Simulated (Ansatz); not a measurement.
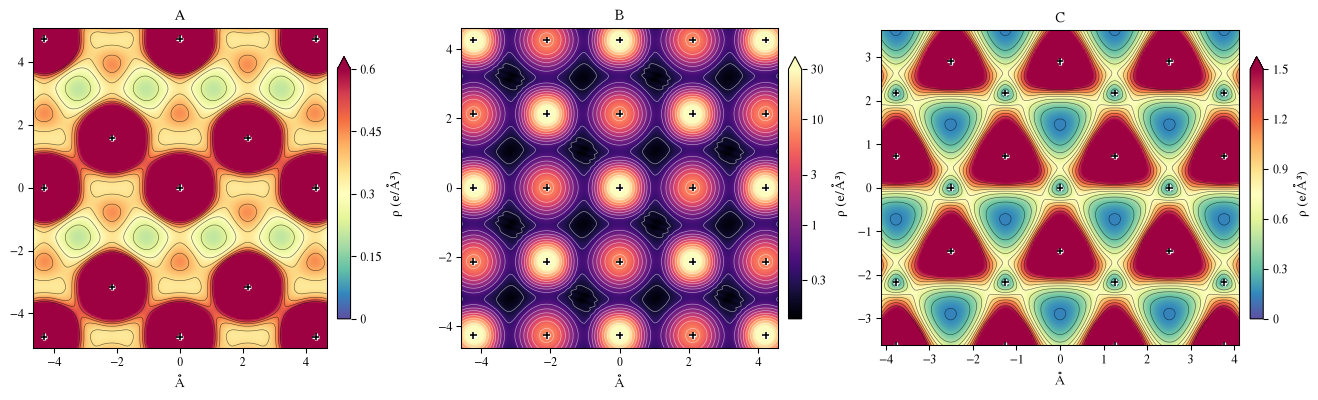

The valence electron density of 3 systems, each on a plane through atoms (crosses mark nuclei in the plane).

Method: Ansatz 0.2.0, DFT PBE, scalar-relativistic, plane waves, PAW.

System 1: CoO, the (11̄0) plane of the conventional cell. Space group I4/mmm; spin-polarised.

```cif
data_structure
_symmetry_space_group_name_H-M 'P 1'
_symmetry_Int_Tables_number 1
_cell_length_a 3.0160
_cell_length_b 3.0160
_cell_length_c 4.2145
_cell_angle_alpha 90.000
_cell_angle_beta 90.000
_cell_angle_gamma 90.000
_cell_volume 38.34
loop_
_atom_site_label
_atom_site_type_symbol
_atom_site_fract_x
_atom_site_fract_y
_atom_site_fract_z
_atom_site_occupancy
Co1 Co 0.00000 0.00000 0.00000 1
Co2 Co 0.50000 0.50000 0.50000 1
O1 O 0.00000 0.00000 0.50000 1
O2 O 0.50000 0.50000 0.00000 1
```

System 2: BN, the (001) plane of the conventional cell. Space group P6₃/mmc; a structure from a database of computed crystals, not necessarily the ambient phase.

```cif
data_structure
_symmetry_space_group_name_H-M 'P 1'
_symmetry_Int_Tables_number 1
_cell_length_a 2.5122
_cell_length_b 2.5122
_cell_length_c 8.3432
_cell_angle_alpha 90.000
_cell_angle_beta 90.000
_cell_angle_gamma 120.000
_cell_volume 45.60
loop_
_atom_site_label
_atom_site_type_symbol
_atom_site_fract_x
_atom_site_fract_y
_atom_site_fract_z
_atom_site_occupancy
B1 B 0.33333 0.66667 0.25000 1
B2 B 0.66667 0.33333 0.75000 1
N1 N 0.33333 0.66667 0.75000 1
N2 N 0.66667 0.33333 0.25000 1
```

System 3: Os, the (110) plane of the conventional cell. Space group P6₃/mmc; computed pressure about 9 GPa in this cell; computed without spin polarisation.

```
CELL_PARAMETERS angstrom
2.73410 0.00000 0.00000
-1.36705 2.36780 0.00000
0.00000 0.00000 4.31970
ATOMIC_POSITIONS crystal
Os 0.33333 0.66667 0.25000
Os 0.66667 0.33333 0.75000
```

Question: Match each panel to its system.

Answer: Panel A is system 3, Os: the plane holds Os. Os–Os (2.68 Å): the density is about 0.5 e/Å³ at the midpoint. Panel B is system 1, CoO: the plane holds Co and O. Co–O (2.11 Å): the density is about 0.44 e/Å³ at the midpoint. Panel C is system 2, BN: the plane holds B and N. B–N (1.45 Å): the density is about 1.8 e/Å³ at the midpoint.
